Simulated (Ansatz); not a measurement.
## Run report: CoPdO$_{2}$, single-point calculation (part 2 of 2)

CoPdO$_{2}$ (R-3m, 8 atoms in the cell); DFT, PBE, plane waves, PAW, Ueff = 3.3 eV on Co d, spin-polarised (Ansatz 0.2.0); cutoff 300 eV, 6×6×6 k-mesh, Gaussian smearing of 0.05 eV, collinear spins. The structure derives from a Materials Project entry. The settings are looser than a standard set-up, so the numbers are not reference values.

Geometry of the input (Å; fractional positions):
```
1.4288  -0.8249  11.8454
0.0000  1.6498  11.8454
-1.4288  -0.8249  11.8454
Co 0.2500  0.2500  0.2500
Pd 0.0000  0.0000  0.0000
O  0.4438  0.4438  0.4438
O  0.0562  0.0562  0.0562
Co 0.7500  0.7500  0.7500
Pd 0.5000  0.5000  0.5000
O  0.9438  0.9438  0.9438
O  0.5562  0.5562  0.5562
```

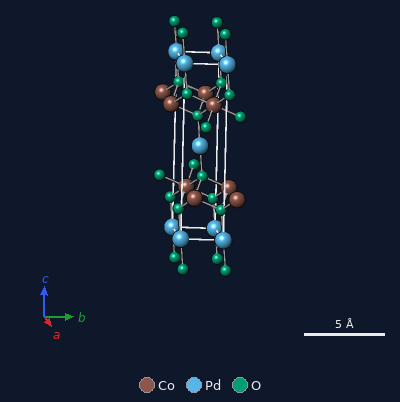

Fig. 1: The input geometry (ball-and-stick view of the reduced cell, seen slightly off an axis; bonded neighbours outside the cell are drawn too).

## Output, continued
```
SCF iter   1: F=—  HF=-26468.375604 eV  |F-HF|=—  |Δ(HF+E_count)|=         —  Δρ=4.03e-1 (↑1.70e-1 ↓4.03e-1)  dr2=3.39e2  dr2_m=2.26e1  M=4.451 μB ∫|m|=4.465 μB  β_m=0.30  ethr=3.10e-3  ⟨swp⟩=5.5  Hψ=48040  notcnv=0  defer=2
preconditioner: auto → Kerker (q_TF=auto, 2.781 Å⁻¹)  [metal: Δε(μ)=0.002 eV  Ē_g=13.984 eV  σ=0.050 eV  W_gap=0.02  n_scr=34 (ndim 8)  ℏωp=31.9 eV  f_vac=0.001  D(μ)=12.42/eV (n_scr^D=210)]
spin=Collinear: Kerker preconditioning applied to the charge; magnetization (m = ρ↑ − ρ↓) channel mixes plain (no charge-response kernel on spin).
SCF iter   2: F=—  HF=-26459.505531 eV  |F-HF|=—  |Δ(HF+E_count)|=    8.87e0  Δρ=2.45e-1 (↑1.01e-1 ↓2.45e-1)  dr2=7.14e1  dr2_m=6.34e0  M=6.307 μB ∫|m|=6.352 μB  β_m=0.25  ethr=3.10e-3  ⟨swp⟩=3.0  Hψ=31602  notcnv=0  defer=1828
SCF iter   3: F=—  HF=-26454.118854 eV  |F-HF|=—  |Δ(HF+E_count)|=    5.39e0  Δρ=8.37e-2 (↑6.76e-2 ↓8.37e-2)  dr2=2.95e0  dr2_m=2.94e0  M=4.182 μB ∫|m|=4.373 μB  β_m=0.63  ethr=3.10e-3  ⟨swp⟩=2.3  Hψ=28828  notcnv=0  defer=1784
SCF iter   4: F=—  HF=-26454.720278 eV  |F-HF|=—  |Δ(HF+E_count)|=   6.01e-1  Δρ=7.05e-2 (↑4.70e-2 ↓7.05e-2)  dr2=3.73e0  dr2_m=2.12e0  M=3.001 μB ∫|m|=3.400 μB  β_m=0.38  ethr=3.10e-3  ⟨swp⟩=2.3  Hψ=24326  notcnv=0  defer=1946
SCF iter   5: F=—  HF=-26455.756674 eV  |F-HF|=—  |Δ(HF+E_count)|=    1.04e0  Δρ=6.74e-2 (↑6.74e-2 ↓5.58e-2)  dr2=2.28e-1  dr2_m=2.72e0  M=1.217 μB ∫|m|=2.700 μB  β_m=0.91  ethr=3.10e-3  ⟨swp⟩=2.0  Hψ=14204  notcnv=0  defer=1946
SCF iter   6: F=—  HF=-26456.543150 eV  |F-HF|=—  |Δ(HF+E_count)|=         —  Δρ=7.48e-2 (↑4.74e-2 ↓7.48e-2)  dr2=1.14e0  dr2_m=2.73e0  M=0.229 μB ∫|m|=2.239 μB  β_m=0.91  ethr=2.43e-4  ⟨swp⟩=2.0  Hψ=27743  notcnv=0  defer=1994
Mixer restart at iter 6: flushing history
SCF iter   7: F=—  HF=-26458.021888 eV  |F-HF|=—  |Δ(HF+E_count)|=    1.48e0  Δρ=8.32e-2 (↑8.32e-2 ↓2.51e-2)  dr2=7.29e0  dr2_m=7.35e-1  M=0.111 μB ∫|m|=1.238 μB  β_m=0.95  ethr=2.43e-4  ⟨swp⟩=3.0  Hψ=26206  notcnv=0  defer=2000
SCF iter   8: F=—  HF=-26459.659522 eV  |F-HF|=—  |Δ(HF+E_count)|=    1.64e0  Δρ=1.02e-1 (↑1.02e-1 ↓1.01e-1)  dr2=2.59e1  dr2_m=2.22e-2  M=0.258 μB ∫|m|=1.406 μB  β_m=0.66  ethr=2.43e-4  ⟨swp⟩=4.0  Hψ=36536  notcnv=0  defer=2000  recentre
SCF iter   9: F=—  HF=-26457.582002 eV  |F-HF|=—  |Δ(HF+E_count)|=    2.08e0  Δρ=1.88e-2 (↑1.88e-2 ↓2.85e-3)  dr2=2.06e-1  dr2_m=7.74e-2  M=-0.064 μB ∫|m|=0.744 μB  β_m=0.71  ethr=2.43e-4  ⟨swp⟩=3.0  Hψ=31060  notcnv=0  defer=2000
SCF iter  10: F=—  HF=-26457.617100 eV  |F-HF|=—  |Δ(HF+E_count)|=   3.51e-2  Δρ=5.78e-3 (↑2.84e-3 ↓5.78e-3)  dr2=2.76e-2  dr2_m=7.88e-3  M=-0.088 μB ∫|m|=0.389 μB  β_m=0.73  ethr=2.19e-4  ⟨swp⟩=2.0  Hψ=20124  notcnv=0  defer=2006
SCF iter  11: F=—  HF=-26457.625316 eV  |F-HF|=—  |Δ(HF+E_count)|=   8.22e-3  Δρ=4.61e-3 (↑4.61e-3 ↓3.10e-3)  dr2=2.14e-2  dr2_m=3.34e-3  M=-0.093 μB ∫|m|=0.177 μB  β_m=0.76  ethr=2.93e-5  ⟨swp⟩=2.1  Hψ=19092  notcnv=0  defer=2006
SCF iter  12: F=—  HF=-26457.625953 eV  |F-HF|=—  |Δ(HF+E_count)|=   6.37e-4  Δρ=2.97e-3 (↑2.97e-3 ↓2.01e-3)  dr2=1.14e-2  dr2_m=8.53e-4  M=-0.090 μB ∫|m|=0.121 μB  β_m=0.67  ethr=2.27e-5  ⟨swp⟩=2.0  Hψ=16095  notcnv=0  defer=2006
SCF iter  13: F=—  HF=-26457.625193 eV  |F-HF|=—  |Δ(HF+E_count)|=   7.61e-4  Δρ=1.42e-3 (↑1.42e-3 ↓8.59e-4)  dr2=2.19e-3  dr2_m=2.54e-4  M=-0.088 μB ∫|m|=0.114 μB  β_m=0.83  ethr=1.21e-5  ⟨swp⟩=2.0  Hψ=14326  notcnv=0  defer=2006
an SCF from ferromagnetic starting moments (3.00, 2.00, 0.00, 0.00, 3.00, 2.00, 0.00, 0.00 Bohr magnetons, atom by atom) was given up at its iteration 13, no further under the state that the run had reached than its residuals left open, since its moments had collapsed: that state stands; the SCF set out from the atoms and, under a Hubbard term, can stand on another filling of the shells than the run's state, so that by this SCF it is not known whether that order lies lower
Symmetry: 12 space group operations
k-points: 40 of 216
Initial density: read from a saved state, or passed on in memory by an earlier SCF of this step, an earlier step, the calling program or the single point that the run made first
Starting moments: Σ|m| = 10 μB on 4 of 8 sites; this step starts from the density that it was given
iter 1 solved again at ethr=2.92e-12 eV; its pass at ethr=1.06e-6 eV (dr2=2.74e-9 eV) is discarded
SCF iter   1: F=—  HF=-26457.625148 eV  |F-HF|=—  |Δ(HF+E_count)|=         —  Δρ=5.73e-7 (↑5.73e-7 ↓2.49e-7)  dr2=8.07e-10  dr2_m=5.55e-11  M=0.068 μB ∫|m|=0.082 μB  ethr=2.92e-12  ⟨swp⟩=1.0  Hψ=47744  notcnv=0
preconditioner: auto → Kerker (q_TF=auto, 2.781 Å⁻¹)  [metal: Δε(μ)=0.041 eV  Ē_g=13.503 eV  σ=0.050 eV  W_gap=0.39  n_scr=34 (ndim 8)  ℏωp=31.9 eV  f_vac=0.010  D(μ)=2.87/eV (n_scr^D=8)]
spin=Collinear: Kerker preconditioning applied to the charge; magnetization (m = ρ↑ − ρ↓) channel mixes plain (no charge-response kernel on spin).
SCF iter   2: F=—  HF=-26457.626293 eV  |F-HF|=—  |Δ(HF+E_count)|=   1.14e-3  Δρ=8.03e-3 (↑8.02e-3 ↓8.03e-3)  dr2=1.88e-1  dr2_m=8.11e-4  M=0.068 μB ∫|m|=0.287 μB  ethr=1.06e-6  ⟨swp⟩=1.0  Hψ=18110  notcnv=0
SCF iter   3: F=—  HF=-26457.625149 eV  |F-HF|=—  |Δ(HF+E_count)|=   1.14e-3  Δρ=3.66e-4 (↑3.66e-4 ↓3.66e-4)  dr2=3.86e-4  dr2_m=1.22e-6  M=0.068 μB ∫|m|=0.090 μB  ethr=1.06e-6  ⟨swp⟩=1.0  Hψ=11416  notcnv=0
SCF iter   4: F=—  HF=-26457.625148 eV  |F-HF|=—  |Δ(HF+E_count)|=   5.94e-7  Δρ=1.76e-5 (↑1.76e-5 ↓1.76e-5)  dr2=1.33e-6  dr2_m=4.93e-9  M=0.068 μB ∫|m|=0.082 μB  ethr=4.85e-7  ⟨swp⟩=1.0  Hψ=10870  notcnv=0
an SCF along what the orbitals of the run's state read of its open shells (or to have them read: on a GPU, or by another smearing), with 12 of the crystal's symmetry operations given up (40 k-points in place of 32), reached no lower state that the run goes on to. This is no proof of a minimum
SCF converged after 29 iterations
Magnetization: 0.0678 μB (47.0339 up, 46.9661 down)
Absolute magnetization: 0.0806 μB (∫|ρ↑−ρ↓|, with the PAW one-centre terms)
Spin contamination: 0.0000 ħ² per cell (⟨S²⟩ above its minimum at these occupations)
Per-site moments (μB) at R_I (Å): [(-0.0013395006217162048, 0.787951421231528), (0.03161969502433868, 0.8244020783512904), (-0.00014850204447188796, 0.7879514212315281), (-0.00014850204447188563, 0.7879514212315273), (-0.0013395006217162043, 0.7879514212315273), (0.03161969502433868, 0.8244020783512904), (-0.00014850204447190027, 0.787951421231528), (-0.00014850204447186744, 0.787951421231528)]
Free energy (F): -26457.625148 eV
Harris-Foulkes:  -26457.625148 eV  (|F-HF|=6.26e-10)
Internal energy: -26457.621561 eV  (E = F + TS)
E sigma→0 (E₀):  -26457.623355 eV
Entropy (-TS):   -0.003587 eV (-0.448 meV/atom)
Fermi energy:    13.865243 eV
--- Per-component energies (eV) ---
  E_band       = -1042.886135
  E_kinetic    = 2643.452905
  E_local      = -12141.988472  (includes V_loc(G=0)·N_el)
  E_nonlocal   = 1551.032996
  E_hartree    = 4973.776414
  E_xc         = -949.410210
  E_vxc        = -1208.865404  (∫ρ·V_xc dr)
  E_hubbard    = 3.323791  (on-site DFT+U / exact-exchange correction)
  E_vhub       = -17.716975  (the Hubbard potential's part of the band-sum identity)
  E_paw        = -11178.928162  (= ΣΔE_a)
  E_vpaw       = -1816.395707  (= ΣTr[D̂ρ^β])
  E_aug_tail   = 0.043217  (compensation charges beyond the density's cutoff)
  E_ewald      = -11358.924040
  E_smearing   = -0.003587  (= −TS)
  E_closure    = -0.000000  (closes the sum)
  Σ components = -26457.625148   (vs F -26457.625148, Δ=0.00e0)
--- Forces (eV/Å), atoms counted from 1 ---
  atom   1  Co    -0.00000000     0.00000000     0.00000000
  atom   2  Pd     0.00000000     0.00000000    -0.00000000
  atom   3  O     -0.00000000    -0.00000000    -0.00552394
  atom   4  O      0.00000000     0.00000000     0.00552394
  atom   5  Co    -0.00000000     0.00000000     0.00000000
  atom   6  Pd     0.00000000    -0.00000000    -0.00000000
  atom   7  O     -0.00000000    -0.00000000    -0.00552394
  atom   8  O      0.00000000     0.00000000     0.00552394
  max |Σ_I F_I| component: 1.85e-17 eV/Å
--- Stress (GPa, compression-positive) ---
       -0.937193       0.000000       0.000000
        0.000000      -0.937193      -0.000000
        0.000000      -0.000000      -0.091295
  P = ⅓ Tr σ = -0.6552 GPa (-6.552 kbar)
--- Band table (eV; the first three rows and the last of 64) ---
  k-point 0 ↑: bands = ["-81.2090", "-81.1988", "-70.3355", "-70.3351", "-44.5241", "-44.5241", "-44.5209", "-44.5209", "-44.4402", "-44.4358", "-36.3882", "-36.3856", "-35.7408", "-35.7408", "-35.7390", "-35.7390", "-6.4243", "-6.2588", "-4.8195", "-4.5566", "5.7645", "6.9009", "8.4521", "8.4521", "8.5960", "8.5960", "8.7402", "9.2789", "9.3806", "10.6644", "11.0244", "11.0244", "11.3925", "11.3925", "11.5234", "11.5234", "11.7346", "11.7346", "11.7528", "11.7528", "11.7617", "11.7617", "12.1484", "12.6665", "12.7859", "12.7859", "13.5833", "13.5833", "16.3974", "16.3974", "16.6252", "16.6252", "17.2447", "18.5131", "19.6742", "20.8187", "23.7282", "23.7594", "26.7338", "26.7371", "31.5120", "31.6247", "32.1319"]
  k-point 1 ↑: bands = ["-81.2025", "-81.1999", "-70.3302", "-70.3300", "-44.5418", "-44.5403", "-44.5262", "-44.5257", "-44.4366", "-44.4322", "-36.3812", "-36.3791", "-35.7920", "-35.7911", "-35.7523", "-35.7520", "-6.1286", "-5.9624", "-4.7745", "-4.5265", "6.1156", "7.2434", "7.5476", "7.8274", "8.6748", "8.8071", "9.3301", "9.5337", "9.6314", "10.3545", "10.4118", "10.4390", "10.6465", "11.1222", "11.5173", "11.5308", "11.7337", "11.7449", "11.8466", "12.1524", "12.1897", "12.2157", "12.2312", "12.4966", "12.7488", "12.8529", "13.2943", "13.5397", "15.7727", "15.9976", "16.2920", "16.5140", "17.6686", "18.5809", "21.0676", "22.0125", "24.4692", "25.0116", "27.2782", "27.8681", "29.4980", "29.8475", "30.0387"]
  k-point 2 ↑: bands = ["-81.2003", "-81.1992", "-70.3197", "-70.3197", "-44.5768", "-44.5765", "-44.5349", "-44.5332", "-44.4294", "-44.4287", "-36.3680", "-36.3677", "-35.8941", "-35.8938", "-35.7779", "-35.7769", "-5.4479", "-5.2723", "-4.7243", "-4.5055", "6.5902", "6.8134", "7.2481", "7.6461", "8.3819", "8.4940", "9.0450", "9.1935", "9.3969", "9.8406", "10.1026", "10.2006", "10.3925", "10.4012", "11.4195", "11.6453", "11.8856", "11.9894", "12.0522", "12.0874", "12.5582", "12.7439", "12.8234", "13.1592", "13.2243", "13.2427", "13.3761", "13.4735", "15.4239", "15.4277", "16.3027", "16.4156", "18.2573", "18.3280", "23.5762", "23.8166", "24.8547", "25.8150", "27.1257", "27.1569", "27.8818", "28.1074", "28.8480"]
  k-point 31 ↓: bands = ["-81.2045", "-81.2045", "-70.3058", "-70.3058", "-44.5235", "-44.5235", "-44.5235", "-44.5235", "-44.4403", "-44.4403", "-36.3758", "-36.3758", "-35.6995", "-35.6995", "-35.6995", "-35.6995", "-6.3484", "-6.3484", "-4.6828", "-4.6828", "6.2116", "6.2116", "8.5210", "8.5210", "8.5210", "8.5210", "9.2862", "9.2862", "9.7683", "9.7683", "11.2697", "11.2697", "11.2697", "11.2697", "11.5268", "11.5268", "11.5268", "11.5268", "11.7857", "11.7857", "11.7857", "11.7857", "12.5126", "12.5126", "13.2381", "13.2381", "13.2381", "13.2381", "16.5298", "16.5298", "16.5298", "16.5298", "17.7242", "17.7242", "20.4645", "20.4645", "23.6367", "23.6367", "26.8025", "26.8025", "31.5584", "31.5584", "32.3149"]
Occupation matrices written to [file]
--- Löwdin populations: 8 sites ---
  site symbol       q [e]    m [muB]
     0     Co     15.9552    -0.0014
     1     Pd     17.0263     0.0362
     2      O      6.7834    -0.0001
     3      O      6.7834    -0.0001
     4     Co     15.9552    -0.0014
     5     Pd     17.0263     0.0362
     6      O      6.7834    -0.0001
     7      O      6.7834    -0.0001
  spilling = 0.009609 (of n_electrons = 94.000000)
--- Occupation matrices: 2 shells (run DFT+U table (all-electron-ortho-atomic); ε = 3.96e-4) ---
  Co0 d_3D: site group D3d (-3m)
  Co0 d_3D up     Tr n = 3.6909  λ = 0.366 0.366 0.985 0.985 0.989  [2× xz 0.32 Eg(1.00) | 2× x2-y2 0.32 Eg(1.00) | z2 1.00 A1g(1.00)]
  Co0 d_3D dn     Tr n = 3.6923  λ = 0.366 0.366 0.985 0.985 0.989  [2× xz 0.32 Eg(1.00) | 2× x2-y2 0.32 Eg(1.00) | z2 1.00 A1g(1.00)]
  Co4 d_3D: site group D3d (-3m)
  Co4 d_3D up     Tr n = 3.6909  λ = 0.366 0.366 0.985 0.985 0.989  [2× xz 0.32 Eg(1.00) | 2× x2-y2 0.32 Eg(1.00) | z2 1.00 A1g(1.00)]
  Co4 d_3D dn     Tr n = 3.6923  λ = 0.366 0.366 0.985 0.985 0.989  [2× xz 0.32 Eg(1.00) | 2× x2-y2 0.32 Eg(1.00) | z2 1.00 A1g(1.00)]
  Tr n, λ and their labels are of the run-group-symmetrised matrices; stabiliser: 24 of 48 elements of G0×{1,Θ} (closed), max defect 5.3e-15 at τ = 8.4e-5
```

## File populations.tsv
```
# site	symbol	l	j	q_up	q_dn
# orbitals = lowdin
# n_electrons = 94.000000
# spilling = 0.009609
# projection_atom_Co: [Ne] 3s2 3p6 3d7 4s2
# projection_atom_Pd: [Ar 3d10] 4s2 4p6 4d10
# projection_atom_O: [He] 2s2 2p4
0	Co	0_3S	-	0.994223	0.994223
0	Co	0_4S	-	0.245162	0.245205
0	Co	1_3P	-	2.998725	2.998726
0	Co	2_3D	-	3.738790	3.740176
1	Pd	0_4S	-	0.998150	0.998154
1	Pd	1_4P	-	2.998472	2.998471
1	Pd	2_4D	-	4.534613	4.498410
2	O	0_2S	-	0.903893	0.903889
2	O	1_2P	-	2.487755	2.487894
3	O	0_2S	-	0.903893	0.903889
3	O	1_2P	-	2.487755	2.487894
4	Co	0_3S	-	0.994223	0.994223
4	Co	0_4S	-	0.245162	0.245205
4	Co	1_3P	-	2.998725	2.998726
4	Co	2_3D	-	3.738790	3.740176
5	Pd	0_4S	-	0.998150	0.998154
5	Pd	1_4P	-	2.998472	2.998471
5	Pd	2_4D	-	4.534613	4.498410
6	O	0_2S	-	0.903893	0.903889
6	O	1_2P	-	2.487755	2.487894
7	O	0_2S	-	0.903893	0.903889
7	O	1_2P	-	2.487755	2.487894
```

## Summary

```json
{"quantity": "outcome", "value": "converged"}
{"quantity": "space group (tolerance 0.01 Å)", "value": "R-3m (166)"}
{"quantity": "electrons treated", "value": "94"}
{"quantity": "free energy", "value": "−26457.6251 eV"}
{"quantity": "Fermi energy", "value": "13.865 eV"}
{"quantity": "gap on the k-point mesh", "value": "none (metallic)"}
{"quantity": "net moment of the cell", "value": "0.07 μB"}
{"quantity": "integrated absolute moment", "value": "0.08 μB"}
{"quantity": "pressure", "value": "−0.66 GPa"}
{"quantity": "largest force (length of the vector)", "value": "0.006 eV/Å"}
{"quantity": "wall time", "value": "3.9 min"}
{"quantity": "peak memory", "value": "1.2 GiB"}
```

## Notes

Settings chosen away from the usual ones: ferromagnetic, larger cell. These settings are looser than, or depart from, a standard set-up, so the numbers are not reference values for this system. The program warns: the cutoff is below the recommended one.
